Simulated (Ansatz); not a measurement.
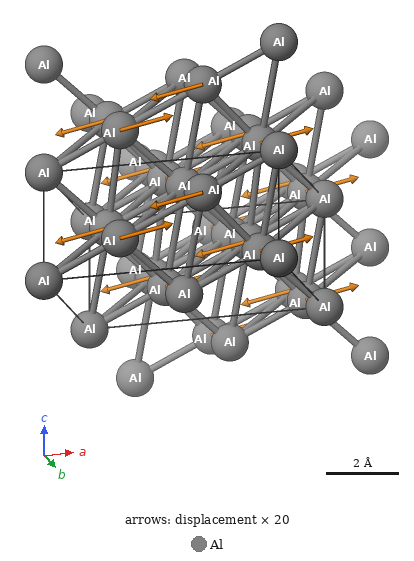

A relaxation of crystalline Al (built on the Te_12 type) (coarse preliminary run). The starting structure is drawn; orange arrows show the displacements (the part carried along by the change of the cell is left out), 20 times their true length.

Style: ball-and-stick. Shown: the conventional cell (2 times the calculation's cell), repeated 1 × 2 × 2 with one cell outlined, from a free direction. Lengths and directions refer to the drawn axes.

Case: Te type (C2/m, No. 12).

The calculation used DFT PBE, scalar-relativistic, plane waves, PAW in Ansatz 0.2.0. Set-up: plane-wave cutoff 420 eV; k-point mesh 6 × 6 × 6; occupations gaussian; smearing width 0.1 eV; no spin polarisation; cell and atoms relaxed; force threshold 0.04 eV/Å; at most 70 steps.

> Describe the change and its energy.

The largest moves relative to the cell, 0.080 Å, are those of Al atoms. The drawn cell changes as follows: a 6.974 → 8.980 Å (+28.8 %), b 3.906 → 4.051 Å (+3.7 %), c 3.261 → 2.840 Å (−12.9 %), β 91.9° → 106.9°; the volume changes by +11.3 %. Some distances before and after: Al–Al 3.261 → 2.840 Å, Al–Al 2.464 → 2.865 Å, Al–Al 2.502 → 2.839 Å, Al–Al 2.555 → 2.839 Å. Bond angles that change, for instance: Al–Al–Al 79.0° → 60.6°, Al–Al–Al 101.1° → 119.4°, Al–Al–Al 105.5° → 119.4°. The space group stays C2/m (No. 12). Over 13 accepted moves (16 points after the start) the energy falls by 451 meV per atom. The largest force component goes from 0.92 to 0.00028 eV/Å. The pressure goes from 22.48 to 0.02 GPa. The line search rejected the trial step at point 9 of the run. The SCF was repeated twice at an unchanged geometry on a basis and grid sized afresh for the cell, which shifted the energy by 16.3 meV per atom at most.
